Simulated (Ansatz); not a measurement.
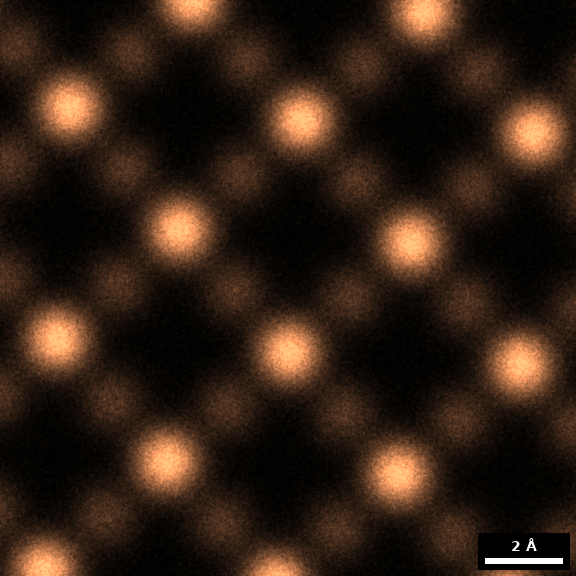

HAADF-like image of CoSi₃ (Pm-3m, No. 221). Simulation: incoherent imaging, intensity Z^1.7 per atom, probe width 1.30 Å, thin sample. Shot noise was added. Structure used: coordinates from a relaxation with Ansatz, DFT PBE, scalar-relativistic, plane waves, PAW; the starting structure was generated, so it need not be a known form of this composition.

```yaml
crystal:
  lattice:
    - [4.31310, 0.00000, 0.00000]
    - [0.00000, 4.31310, 0.00000]
    - [0.00000, 0.00000, 4.31310]
  atoms:
    - { symbol: Co, position: [0.00000, 0.00000, 0.00000] }
    - { symbol: Si, position: [0.50000, 0.00000, 0.00000] }
    - { symbol: Si, position: [0.00000, 0.50000, 0.00000] }
    - { symbol: Si, position: [0.00000, 0.00000, 0.50000] }
```

### Which beam direction gives this image, [111], [210], [001] or [221]? (Directions equivalent by symmetry count as one.)

[001]. The projected cells are 3.52 × 3.52 Å, 120° for [111]; 1.93 × 4.31 Å, 90° for [210]; 4.31 × 4.31 Å, 90° for [001]; 2.03 × 3.21 Å, 108° for [221], and the image repeats as the [001] one does.
